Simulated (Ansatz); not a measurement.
# Run report: C, geometry relaxation (part 3 of 3)

Continued. System: C (slab, 11 atoms in the cell). Method: DFT PBEsol, scalar-relativistic, plane waves, PAW, spin-polarised (Ansatz 0.2.0); cutoff 420 eV, 12×12×1 k-mesh, Gaussian smearing of 0.05 eV, collinear spins. The structure derives from an entry of the Crystallography Open Database. The input holds or restrains some coordinates. Forces given for the steps count only the free coordinates. It belongs to a series of runs on one base structure; here: C put at a top C site.

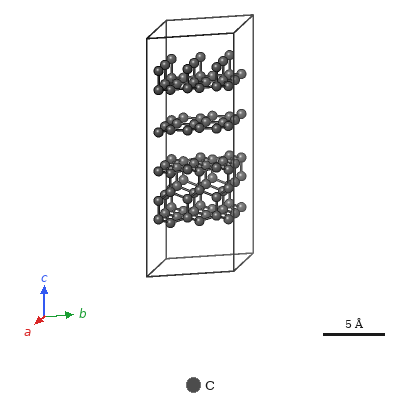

The geometry at step 3 of the log (ball-and-stick view of the 3 × 3 repeat of the cell, with the vacuum cut short, seen slightly off an axis).

Output, continued
```
--- Per-component energies (eV) ---
  E_band       = -291.362684
  E_kinetic    = 984.742123
  E_local      = -33260.878023  (includes V_loc(G=0)·N_el)
  E_nonlocal   = 298.994897
  E_hartree    = 16204.141072
  E_xc         = -522.859379
  E_vxc        = -650.036144  (∫ρ·V_xc dr)
  E_paw        = -1046.425074  (= ΣΔE_a)
  E_vpaw       = -71.654623  (= ΣTr[D̂ρ^β])
  E_aug_tail   = 0.000079  (compensation charges beyond the density's cutoff)
  E_efield     = 0.000465  (sawtooth field / dipole correction)
  E_vefield    = -0.814143  (∫n·V_field dr)
  E_ewald      = 14638.348820
  E_core_change = 0.232106  (= ΣΔE_core)
  E_smearing   = -0.002073  (= −TS)
  E_closure    = -0.000000  (closes the sum)
  Σ components = -2703.704988   (vs F -2703.704988, Δ=0.00e0)
--- Forces (eV/Å), atoms counted from 1 ---
  atom   1  C      0.00000000     0.00000000     3.40275835
  atom   2  C     -0.00000000    -0.00000000    -4.21713250
  atom   3  C      0.00000000    -0.00000000     1.04756628
  atom   4  C     -0.00000000     0.00000000    -2.25990471
  atom   5  C      0.00000000     0.00000000     2.01942105
  atom   6  C      0.00000000    -0.00000000     0.00601191
  atom   7  C      0.00000000    -0.00000000    -0.00249028
  atom   8  C     -0.00000000     0.00000000    -0.00273688
  atom   9  C      0.00000000     0.00000000    -0.00494214
  atom  10  C      0.00000000    -0.00000000     0.00891769
  atom  11  C      0.00000000     0.00000000     0.00246943
  max |Σ_I F_I| component: 6.18e-5 eV/Å
--- Band table (eV; the first three rows and the last of 38) ---
  k-point 0 ↑: bands = ["-19.5149", "-18.9032", "-17.4136", "-16.7541", "-14.8435", "-10.8099", "-9.3413", "-5.2967", "-4.6429", "-4.0376", "-1.8178", "-1.8178", "-0.9756", "-0.9756", "-0.5957", "-0.5957", "0.4248", "0.4248", "1.0091", "1.9116", "1.9116", "3.1674", "3.5573", "6.6958", "6.6958", "7.7620", "7.8749", "7.8749", "8.3071", "8.6648", "9.0462", "9.5748", "9.5786", "9.5786"]
  k-point 1 ↑: bands = ["-19.3424", "-18.7387", "-17.2448", "-16.5937", "-14.6830", "-10.6473", "-9.1857", "-5.1186", "-4.5063", "-3.8749", "-2.5340", "-2.1500", "-1.8296", "-1.3261", "-1.2385", "-0.9236", "-0.3775", "0.0914", "0.9683", "1.3385", "1.5846", "3.2332", "3.5719", "6.2507", "6.6769", "7.8205", "8.0094", "8.3846", "8.5109", "8.8627", "9.2772", "9.5242", "9.8916", "9.9921"]
  k-point 2 ↑: bands = ["-18.8268", "-18.2475", "-16.7405", "-16.1145", "-14.2028", "-10.1701", "-8.7338", "-4.6180", "-4.2747", "-4.1434", "-3.7681", "-3.3840", "-2.9253", "-2.8510", "-2.2269", "-2.1324", "-1.6920", "-0.6819", "-0.6407", "0.8255", "1.4905", "3.1667", "3.3882", "5.2246", "6.4592", "7.6243", "8.6168", "8.9028", "9.2046", "9.4501", "9.5768", "9.7436", "9.9105", "10.4251"]
  k-point 18 ↓: bands = ["-12.5882", "-12.4233", "-12.1950", "-11.5004", "-10.2706", "-10.2298", "-9.9951", "-9.9867", "-9.2693", "-8.8783", "-8.2642", "-8.0771", "-7.8933", "-7.1989", "-5.5874", "-5.5667", "-3.5938", "-3.5083", "-0.9798", "0.5876", "0.9121", "1.2731", "2.2730", "2.3475", "3.4607", "3.6857", "7.1299", "10.5503", "11.0296", "11.1810", "11.4599", "11.7134", "13.6590", "14.5695"]
--- Relaxed structure (5 steps of the walk, 5 accepted, 0 SCFs on fresh bases) ---
  F+E_penalty+E_count = -2703.70498832 eV   max|allowed force component| = 8.918e-3 eV/Å
  atoms:
    - { symbol: C, position: [0.3333333333333333, 0.6666666666666667, 0.305269094] }
    - { symbol: C, position: [0.6666666666666666, 0.3333333333333333, 0.3240382866] }
    - { symbol: C, position: [0.6666666666666666, 0.3333333333333333, 0.3799852433] }
    - { symbol: C, position: [0.3333333333333333, 0.6666666666666667, 0.3987544359] }
    - { symbol: C, position: [0.3333333333333333, 0.6666666666666667, 0.45470139260000003] }
    - { symbol: C, position: [0.6666666666666666, 0.3333333333333333, 0.468715713209018] }
    - { symbol: C, position: [0.6666666666666666, 0.3333333333333333, 0.5884436118172196] }
    - { symbol: C, position: [0.3333333333333333, 0.6666666666666667, 0.5885849973763672] }
    - { symbol: C, position: [0.3333333333333333, 0.6666666666666667, 0.7065520502812171] }
    - { symbol: C, position: [0.6666666666666666, 0.3333333333333333, 0.7132221729370127] }
    - { symbol: C, position: [0.6666666666666666, 0.3333333333333333, 0.7703338775657013] }
--- Löwdin populations: 11 sites ---
  site symbol       q [e]    m [muB]
     0      C      3.9505    -0.8209
     1      C      4.0043     0.0690
     2      C      3.9858    -0.0911
     3      C      3.9793     0.1152
     4      C      3.9918    -0.0782
     5      C      3.9583     0.7887
     6      C      3.9739    -0.0041
     7      C      3.9753     0.0146
     8      C      3.8864    -0.0072
     9      C      3.9601     0.0008
    10      C      4.0312    -0.0091
  spilling = 0.006887 (of n_electrons = 44.000000)
```

File populations.tsv
```
# site	symbol	l	j	q_up	q_dn
# orbitals = lowdin
# n_electrons = 44.000000
# spilling = 0.006887
0	C	0_2S	-	0.467611	0.587875
0	C	1_2P	-	1.097171	1.797848
1	C	0_2S	-	0.478844	0.466829
1	C	1_2P	-	1.557829	1.500828
2	C	0_2S	-	0.471713	0.486880
2	C	1_2P	-	1.475648	1.551561
3	C	0_2S	-	0.492548	0.469809
3	C	1_2P	-	1.554693	1.462253
4	C	0_2S	-	0.451575	0.465003
4	C	1_2P	-	1.505250	1.569973
5	C	0_2S	-	0.538556	0.460176
5	C	1_2P	-	1.834938	1.124622
6	C	0_2S	-	0.459592	0.459878
6	C	1_2P	-	1.525305	1.529132
7	C	0_2S	-	0.459998	0.459285
7	C	1_2P	-	1.534923	1.521076
8	C	0_2S	-	0.473124	0.473420
8	C	1_2P	-	1.466495	1.473392
9	C	0_2S	-	0.442767	0.442604
9	C	1_2P	-	1.537661	1.537065
10	C	0_2S	-	0.858343	0.858907
10	C	1_2P	-	1.152741	1.161253
```

Trajectory as extended XYZ (Å, eV, eV/Å), 5 frames, from step=1 to step=5
```
11
Lattice="2.4988 0.0000 0.0000 -1.2494 2.1640 0.0000 0.0000 0.0000 27.8443" Properties=species:S:1:pos:R:3:forces:R:3 step=1 energy=-2703.35741
C     0.0000    1.4427    8.5000    0.0000   0.0000   3.3822
C     1.2494    0.7213    9.0226    0.0000   0.0000  -4.2118
C     1.2494    0.7213   10.5804    0.0000   0.0000   0.9716
C     0.0000    1.4427   11.1030    0.0000   0.0000  -2.5300
C     0.0000    1.4427   12.6608    0.0000   0.0000   1.5067
C     1.2494    0.7213   13.0178    0.0000   0.0000   0.8016
C     1.2494    0.7213   16.0483    0.0000   0.0000   0.0844
C     0.0000    1.4427   16.0570    0.0000   0.0000   0.0109
C     0.0000    1.4427   19.9377    0.0000   0.0000  -2.3444
C     1.2494    0.7213   19.9378    0.0000   0.0000  -0.2765
C     1.2494    0.7213   21.4578    0.0000   0.0000   2.6041
11
Lattice="2.4988 0.0000 0.0000 -1.2494 2.1640 0.0000 0.0000 0.0000 27.8443" Properties=species:S:1:pos:R:3:forces:R:3 step=2 energy=-2703.57849
C     0.0000    1.4427    8.5000    0.0000   0.0000   3.3978
C     1.2494    0.7213    9.0226    0.0000   0.0000  -4.2156
C     1.2494    0.7213   10.5804    0.0000   0.0000   1.0313
C     0.0000    1.4427   11.1030    0.0000   0.0000  -2.3219
C     0.0000    1.4427   12.6608    0.0000   0.0000   1.8909
C     1.2494    0.7213   13.0433    0.0000   0.0000   0.1878
C     1.2494    0.7213   16.2420    0.0000   0.0000   0.0485
C     0.0000    1.4427   16.2475    0.0000   0.0000  -0.0119
C     0.0000    1.4427   19.8602    0.0000   0.0000  -1.5584
C     1.2494    0.7213   19.9216    0.0000   0.0000   0.1290
C     1.2494    0.7213   21.4790    0.0000   0.0000   1.4117
11
Lattice="2.4988 0.0000 0.0000 -1.2494 2.1640 0.0000 0.0000 0.0000 27.8443" Properties=species:S:1:pos:R:3:forces:R:3 step=3 energy=-2703.69983
C     0.0000    1.4427    8.5000    0.0000   0.0000   3.4026
C     1.2494    0.7213    9.0226    0.0000   0.0000  -4.2168
C     1.2494    0.7213   10.5804    0.0000   0.0000   1.0556
C     0.0000    1.4427   11.1030    0.0000   0.0000  -2.2310
C     0.0000    1.4427   12.6608    0.0000   0.0000   2.0646
C     1.2494    0.7213   13.0546    0.0000   0.0000  -0.0862
C     1.2494    0.7213   16.3224    0.0000   0.0000  -0.1017
C     0.0000    1.4427   16.3200    0.0000   0.0000   0.1184
C     0.0000    1.4427   19.6683    0.0000   0.0000   0.2388
C     1.2494    0.7213   19.8638    0.0000   0.0000   0.0827
C     1.2494    0.7213   21.4725    0.0000   0.0000  -0.3290
11
Lattice="2.4988 0.0000 0.0000 -1.2494 2.1640 0.0000 0.0000 0.0000 27.8443" Properties=species:S:1:pos:R:3:forces:R:3 step=4 energy=-2703.70385
C     0.0000    1.4427    8.5000    0.0000   0.0000   3.4032
C     1.2494    0.7213    9.0226    0.0000   0.0000  -4.2175
C     1.2494    0.7213   10.5804    0.0000   0.0000   1.0471
C     0.0000    1.4427   11.1030    0.0000   0.0000  -2.2621
C     0.0000    1.4427   12.6608    0.0000   0.0000   2.0187
C     1.2494    0.7213   13.0508    0.0000   0.0000   0.0133
C     1.2494    0.7213   16.4115    0.0000   0.0000   0.0837
C     0.0000    1.4427   16.4211    0.0000   0.0000  -0.1029
C     0.0000    1.4427   19.6632    0.0000   0.0000  -0.0628
C     1.2494    0.7213   19.8413    0.0000   0.0000   0.1017
C     1.2494    0.7213   21.4369    0.0000   0.0000  -0.0221
11
Lattice="2.4988 0.0000 0.0000 -1.2494 2.1640 0.0000 0.0000 0.0000 27.8443" Properties=species:S:1:pos:R:3:forces:R:3 step=5 energy=-2703.70499
C     0.0000    1.4427    8.5000    0.0000   0.0000   3.4028
C     1.2494    0.7213    9.0226    0.0000   0.0000  -4.2171
C     1.2494    0.7213   10.5804    0.0000   0.0000   1.0476
C     0.0000    1.4427   11.1030    0.0000   0.0000  -2.2599
C     0.0000    1.4427   12.6608    0.0000   0.0000   2.0194
C     1.2494    0.7213   13.0511    0.0000   0.0000   0.0060
C     1.2494    0.7213   16.3848    0.0000   0.0000  -0.0025
C     0.0000    1.4427   16.3887    0.0000   0.0000  -0.0027
C     0.0000    1.4427   19.6734    0.0000   0.0000  -0.0049
C     1.2494    0.7213   19.8592    0.0000   0.0000   0.0089
C     1.2494    0.7213   21.4494    0.0000   0.0000   0.0025
```

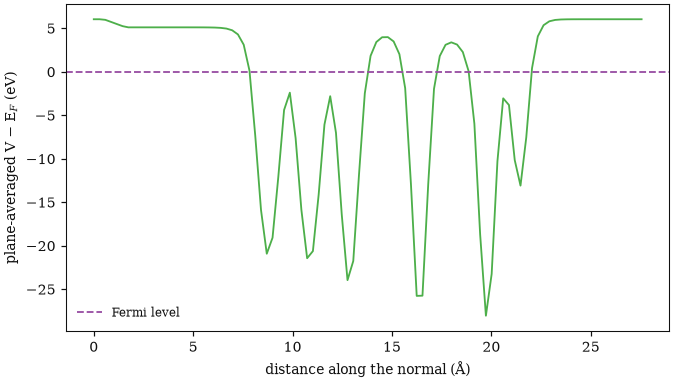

Plane average of the electrostatic potential energy of an electron across the cell, from the Fermi level. The vacuum level lies 6.05 eV above the Fermi level on the upper side and 5.12 eV on the lower.

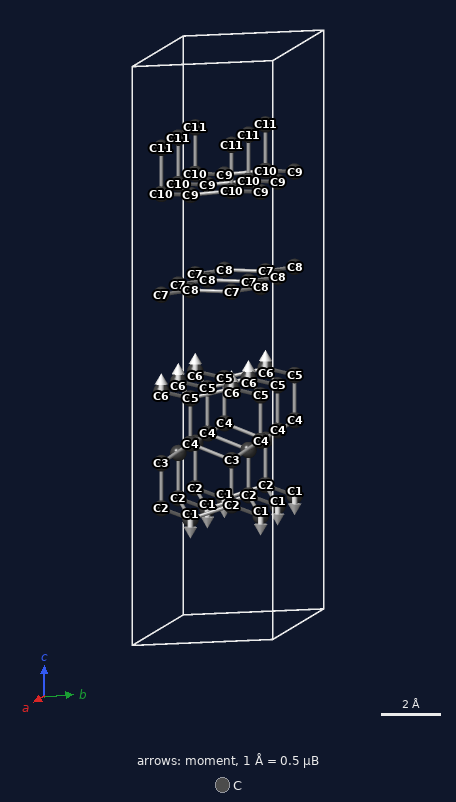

Magnetic moments of the sites as white arrows (ball-and-stick view of the 3 × 2 repeat of the cell, with the vacuum cut short, seen slightly off an axis; atoms are numbered from 1 in the order of the input); small moments hardly show. The run is collinear, so the axis drawn is arbitrary. Site moments: C1 (−0.34 μB); C6 (0.32 μB); C4 (0.06 μB). They are counted near the atoms and needn't add up to the moment of the cell.

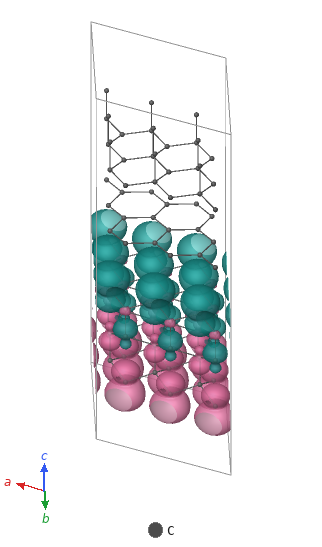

Isosurfaces of the spin density at +0.03 (teal) and −0.03 e/Å³ (pink), seen at an oblique angle. Sticks mark near contacts. The cell of the calculation (11 atoms) carries 0.0 μB net. Core electrons are frozen (PAW), so the fields are smoothed inside the atomic spheres.

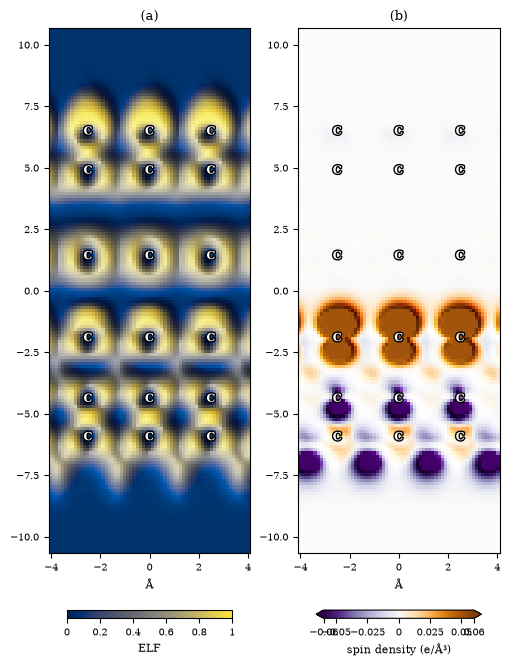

(a) electron localisation function; (b) spin density (up minus down) on the (010) plane of the calculation cell, a cut from vacuum to vacuum. The section cuts through C sites. The cell of the calculation (11 atoms) carries 0.0 μB net.

This output came from the following input.

The input
```yaml
crystal:
  lattice:
    - [2.4988149646, 0.0, 0.0]
    - [-1.2494074823, 2.1640372387, 0.0]
    - [0.0, 0.0, 27.8442861297]
  atoms:
    - { symbol: C, position: [0.3333333333, 0.6666666667, 0.305269094] }
    - { symbol: C, position: [0.6666666667, 0.3333333333, 0.3240382866] }
    - { symbol: C, position: [0.6666666667, 0.3333333333, 0.3799852433] }
    - { symbol: C, position: [0.3333333333, 0.6666666667, 0.3987544359] }
    - { symbol: C, position: [0.3333333333, 0.6666666667, 0.4547013926] }
    - { symbol: C, position: [0.6666666667, 0.3333333333, 0.4675208843] }
    - { symbol: C, position: [0.6666666667, 0.3333333333, 0.5763587933] }
    - { symbol: C, position: [0.3333333333, 0.6666666667, 0.5766710011] }
    - { symbol: C, position: [0.3333333333, 0.6666666667, 0.7160442768] }
    - { symbol: C, position: [0.6666666667, 0.3333333333, 0.7160459545] }
    - { symbol: C, position: [0.6666666667, 0.3333333333, 0.7706352513], spin: 2.0 }
basis:
  ecutwfc: 420
kpoints:
  mp_grid: { grid: [12, 12, 1] }
hamiltonian:
  xc: pbesol
scf:
  occupations: { method: gaussian, width: 0.05 }
output:
  forces: true
  eigenvalues: true
  populations: true
  write_density: true
  write_potential: true
  elf: true
  volumetric_format: npy
magnetization:
  spin_polarized: true
relax:
  adjacent_minimum: "off"
  f_tol: 0.03
  max_steps: 70
  constraints: [{ sites: [0, 1, 2, 3, 4] }]
efield:
  axis: 3
  dipole_correction: true
  ramp_width: 0.04
```

Launched with:
```bash
ansatz run input.yaml --threads 2 --pin off --max-ram 5120MiB --backend cpu --events-out ev --progress --plain --runs-dir out
```

Results in brief

- outcome: converged under the restraints of the input
- electrons treated: 44
- free energy: −2703.7050 eV
- work function, top face: 6.05 eV
- work function, bottom face: 5.12 eV
- Fermi energy: 2.696 eV
- gap on the k-point mesh: none (metallic)
- net moment of the cell: −0.02 μB
- integrated absolute moment: 1.77 μB
- final volume: 150.57 Å³
- work function (upper face): 6.05 eV
- largest force (length of the vector) at the end, held atoms and coordinates included: 4.217 eV/Å
- hardware: 2 threads of AMD EPYC (Zen 3), 192 GiB of memory available, shared host
- wall time: 2.1 min (CPU time 4 min)
- peak memory: 0.51 GiB

Notes

The program warns: the exchange-correlation potential is rough where the density is thin.
